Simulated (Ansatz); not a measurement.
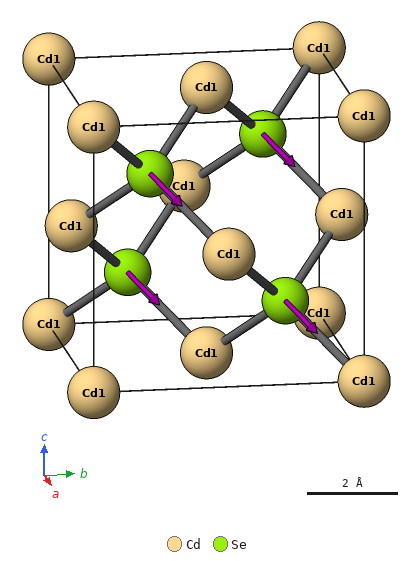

A crystal of CdSe (F-43m): the whole Se sublattice is shifted rigidly, towards the nearest copy of atom 1 (Cd) at 2.659 Å, all else fixed. The picture shows the reference cell. The purple arrows give the direction of positive displacement. A ball-and-stick model of the conventional cell (4 times the calculation's cell), seen from a free direction. Lengths and directions refer to the drawn axes.

The calculation used DFT PBE, scalar-relativistic, plane waves, PAW in Ansatz. (plane-wave cutoff 420 eV; k-point mesh 10 × 10 × 10; occupations gaussian; smearing width 0.05 eV; no spin polarisation). Energies (free energies at the smearing named) are counted from the cell as listed in its source, which wasn't relaxed.

```
Cd Se
1.0
     0.00000    3.07027    3.07027
     3.07027    0.00000    3.07027
     3.07027    3.07027    0.00000
Cd Se
1 1
Direct
  0.00000 0.00000 0.00000
  0.75000 0.75000 0.75000
```

Give the energy at each point (the displacement: −0.3000, −0.2250, −0.1500, −0.0750, 0.0000, 0.0750, 0.1500, 0.2250, 0.2625, 0.3000 Å).

| displacement (Å) | E − E(ref) (meV/cell) |
| --- | --- |
| −0.3000 | 134 |
| −0.2250 | 84 |
| −0.1500 | 41 |
| −0.0750 | 11 |
| 0.0000 | 0 |
| 0.0750 | 14 |
| 0.1500 | 62 |
| 0.2250 | 157 |
| 0.2625 | 225 |
| 0.3000 | 311 |

The lowest computed point lies at the displacement 0.00 Å (0 meV/cell). The curvature at zero is about 4.6 eV/Å² per cell. The well is lopsided: at ±0.3000 Å the energy is 2.3 times higher on the positive side. At the highest point the shortest interatomic distance is 2.36 Å, against 2.66 Å in the reference. The distortion takes the space group from F-43m to R3m.

As a plot:

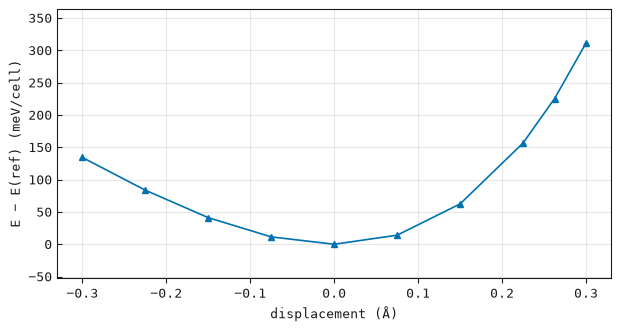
